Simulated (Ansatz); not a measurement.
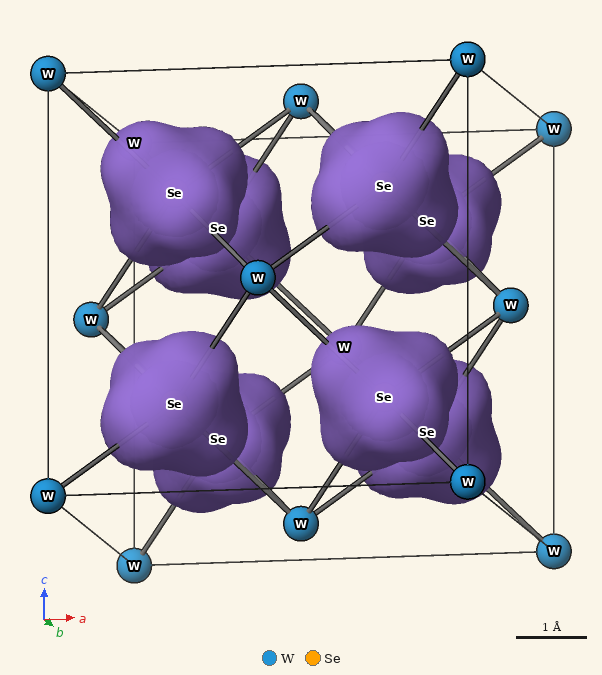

*WSe$_{2}$. Isosurface of the electron localisation function at 0.7 (purple), seen at an oblique angle. Only the valence region is drawn (cores and ρ < 0.01 e/Å³ removed). Sticks mark near contacts.*

Space group Fm-3m; started from the fluorite prototype, which need not be the ambient phase; computed pressure about −3 GPa in this cell.

Method: DFT, HSE06, plane waves, PAW in Ansatz 0.2.0.

Core electrons are frozen (PAW), and the valence fields are smoothed inside the atomic spheres.

Input

```
crystal:
  lattice:
    - [0.0, 3.0924832564, 3.0924832564]
    - [3.0924832564, 0.0, 3.0924832564]
    - [3.0924832564, 3.0924832564, 0.0]
  atoms:
    - { symbol: W, position: [0.0, 0.0, 0.0] }
    - { symbol: Se, position: [0.25, 0.25, 0.25] }
    - { symbol: Se, position: [0.75, 0.75, 0.75] }
kpoints:
  mp_grid: { grid: [4, 4, 4] }
hamiltonian:
  xc: hse06
scf:
  occupations: { method: fermi_dirac, width: 0.02 }
  n_extra_bands: 4
output:
  forces: true
  stress: true
  eigenvalues: true
  write_density: true
  write_potential: true
  elf: true
  volumetric_format: npy
```

Run with:

```sh
ansatz run input.yaml --threads 4 --pin off --max-ram 3686MiB --backend cpu --events-out ev --progress --plain --runs-dir out
```

Below, planes, directions and counts refer to the conventional cell (a = 6.18 Å, b = 6.18 Å, c = 6.18 Å, α = 90.00°, β = 90.00°, γ = 90.00°).

Question: Identify the bonds, lone pairs and shells in this picture.

Answer: At this value the surface marks out eight regions wrapped around Se (the valence shell of each), counted in one cell of 12 atoms. Any copies at cell faces, edges or corners count once. Profiles from the grid: W–Se (2.68 Å): the ELF is about 0.50 at the midpoint.
